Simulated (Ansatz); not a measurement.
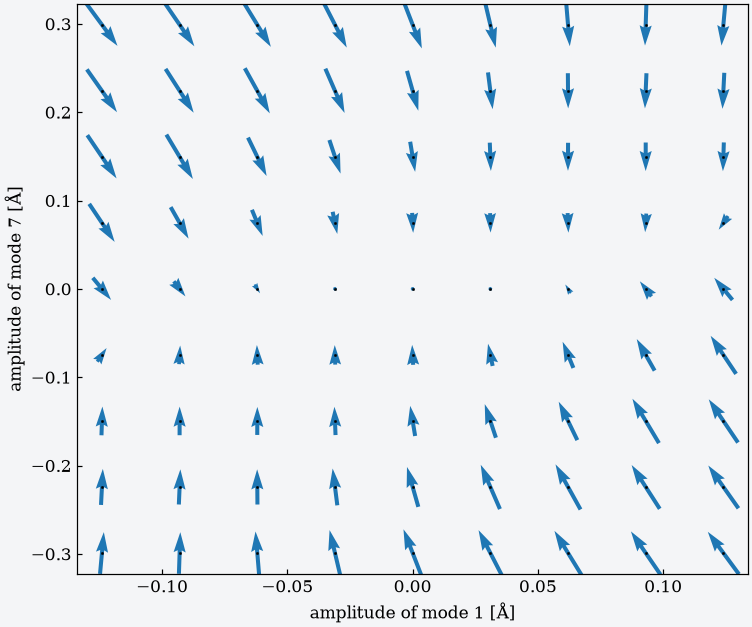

SrTiO₃ (Pm-3m, No. 221; 5 atoms in the cell). The energy is mapped over two normal modes frozen in (zone-centre modes of the 5-atom cell of this scan). The first coordinate is: amplitude of mode 1 (77i cm⁻¹), largest displacement; the second: amplitude of mode 7 (156 cm⁻¹), largest displacement. Nothing is relaxed (the cell and all other modes fixed). The scan uses a 9 × 9 grid; 41 points were computed and 40 follow by symmetry. Points are written as (first, second). The calculation used Ansatz, DFT PBEsol, scalar-relativistic, plane waves, PAW. Settings: cutoff 520 eV, k-mesh 8×8×8, gaussian smearing 0.05 eV, no spin polarisation.

Drawn: dots at the grid points, arrows along the force (downhill), their lengths compressed.

The arrows alone are given. Where are the wells?

The arrows converge at about (−0.037 Å, −0.004 Å); about (0.04 Å, 0.00 Å) (read from the interpolated surface).

The energy map of the same scan:

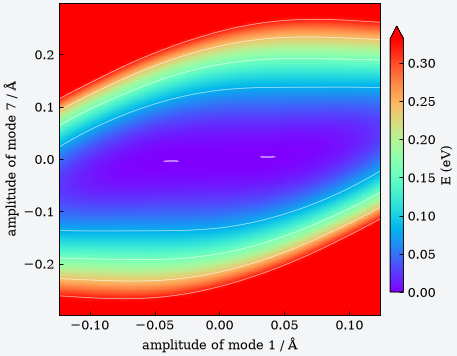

Energies are in eV, from the lowest grid point; between grid points the surface is interpolated.

PAW datasets: the set soft_1.
